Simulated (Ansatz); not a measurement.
**A Fermi-surface study of a single layer of TiTe₂ (space group of the slab cell P-3m1)**

Input

```yaml
crystal:
  lattice:
    - [3.77700089, 0.0, 0.0]
    - [-1.88850044, 3.27097872, 0.0]
    - [0.0, 0.0, 16.4153488]
  atoms:
    - { symbol: Ti, position: [0.0, 0.0, 0.5] }
    - { symbol: Te, position: [0.66666667, 0.33333333, 0.60402913] }
    - { symbol: Te, position: [0.33333333, 0.66666667, 0.39597087] }
basis:
  ecutwfc: 420
kpoints:
  mp_grid: { grid: [24, 24, 1] }
hamiltonian:
  xc: pbe
  pseudopotentials: { kind: paw_fr }
scf:
  occupations: { method: gaussian, width: 0.05 }
output:
  forces: true
  eigenvalues: true
  eigenstates:
    nscf_kmesh: { grid: [30, 30, 1] }
    top_band: c12
    de_dk: true
    localisation: true
checkpoint:
  write: ck
  compress: false
  write_wavefunctions: false
  write_every: 100000
magnetization:
  noncollinear: true
  spin_orbit: true
```

Command:

```sh
ansatz run input.yaml --threads 1 --pin off --max-ram 3072MiB --backend cpu --events-out ev --progress --plain --runs-dir out
```

Computed with DFT PBE, spin-orbit coupling, plane waves, PAW; levels and slopes on a k mesh at the converged density in Ansatz 0.2.0. Non-magnetic. With an inversion centre and no moment every band is doubly degenerate; a pair is shown and named once. k mesh for the levels: 30×30×1. Unrelaxed database geometry.

Part 1: The sheets

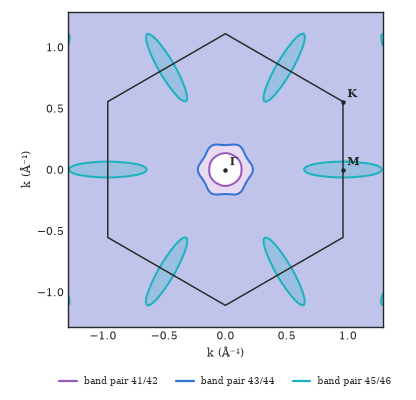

Fermi surface of this layer. Contours mark where each band crosses the level; filled states are shaded.

Q: Describe the Fermi surface sheet by sheet.

A: Three doubly degenerate bands cross the Fermi level.

Band pair 41/42: one hole closed contour centred at Γ (1.8 % of the zone).
Band pair 43/44: one hole closed contour centred at Γ (4.4 % of the zone).
Band pair 45/46: three electron pockets centred at M (each 2.0 % of the zone).

Part 2: Shifting the Fermi level

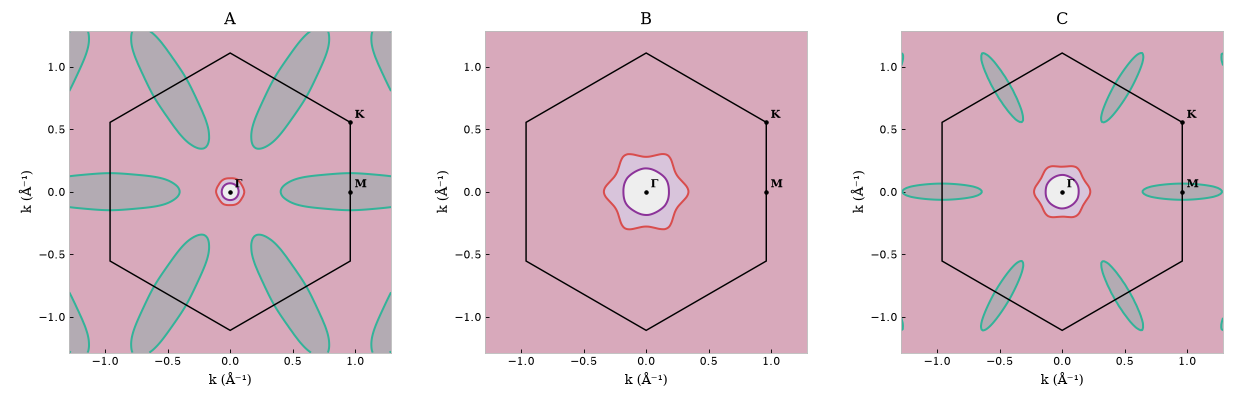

Constant-energy contours of this layer at the Fermi level, 0.25 eV below it and 0.25 eV above it, in shuffled order (rigid bands, one colour a band; states under the level are shaded).

Q: Which panel is which?

A: B lies 0.25 eV below, C is the Fermi surface and A lies 0.25 eV above: electron regions grow and hole regions shrink with energy.

Q: What does the calculation give for the electrons per cell that each shift takes, and for the density of states?

A: Lowering the level removes 0.25 electrons per primitive cell and raising it adds 0.46. The density of states goes from 0.62 through 1.6 to 2.2 states/eV.

Part 3: Cuts and bands

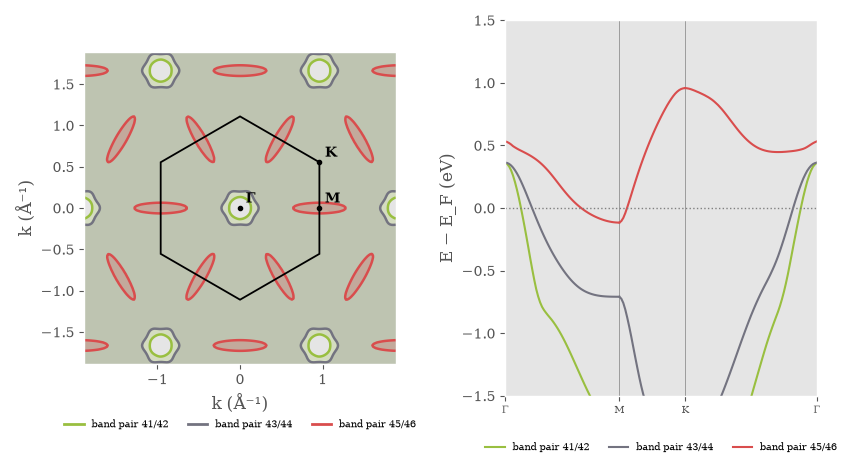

This layer: cut through the Fermi surface in the plane of the sheet, filled states shaded, and the bands that cross the Fermi level.

Q: For each band, read its level at the labelled points (eV from the Fermi level).

A:
```csv
band,Γ,K,M
band pair 41/42,+0.36,below,below
band pair 43/44,+0.36,below,−0.71
band pair 45/46,+0.53,+0.96,−0.12
```

Negative values are filled states; "above" and "below" lie outside the plotted window.

Necks and pockets thinner than about two mesh steps aren't resolved, so separate pockets may in truth be joined.

Cost: 14 min on 1 thread of Arm Neoverse N1 (shared host), peak memory 1.2 GiB.
